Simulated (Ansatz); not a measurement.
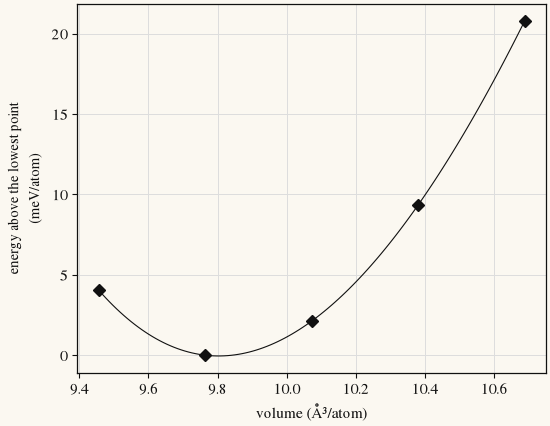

The figure shows the energy above the lowest point against volume for O₂F, space group Fm-3m (No. 225) (one of a set of cubic test structures, which need not be the stable phase).

Method: equation of state of a cubic crystal from periodic Kohn-Sham density functional theory without spin, third-order Birch-Murnaghan fit to the free energies; pressure corrected for the finite basis (Ansatz 0.2.0 development build). Level: r2SCAN.

structure type fluorite; atoms in cell 3; space group number 225; lattice centring face-centred primitive; k mesh 12×12×12; occupation method Fermi–Dirac; occupation width 0.1 eV; wave cutoff 1050 eV; datasets hand-made PAW; density tolerance 1e−09 eV; bands 14; density cutoff ratio 5; search for lower states default; xc grid level 2.

From this curve and the settings, what does the calculation give for the pressure at the same points?

The pressure falls from 3.9 GPa at volume 9.46 Å³/atom to −6.9 GPa at 10.69 Å³/atom, and changes sign near 9.81 Å³/atom.

```
volume (Å³/atom)  pressure (GPa)
            9.46             3.9
            9.76             0.4
           10.07            -2.5
           10.38            -4.9
           10.69            -6.9
```

Caveats: cubic model structure, not the ambient form; no spin polarisation, a magnetic state may lie lower.
